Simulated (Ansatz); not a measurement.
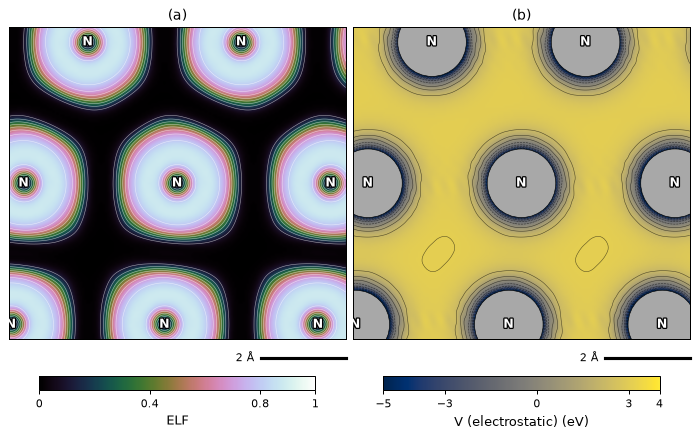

*N. (a) ELF; (b) electrostatic potential energy of an electron on the (11̄0) plane of the conventional cell. Grey discs cover the atomic cores in the potential map.*

Space group P2₁/m; changed on purpose from its base cell (atom 1 (N) moved by (-0.600, +0.000) A along x and y); spin-polarised.

Level of theory: DFT LDA, scalar-relativistic, plane waves, PAW in Ansatz 0.2.0.

In a PAW calculation such maps are meaningful between the atoms, not at the nuclei.

Q: Describe what can be read from this map.

A: Atoms in the plane: N. N–N (3.35 Å): the ELF is about 0 at the midpoint: no shared electron pair shows on this line. Outside the cores the potential energy rises away from the atoms and is highest about 2.4 Å from the nearest atoms; its zero is arbitrary.
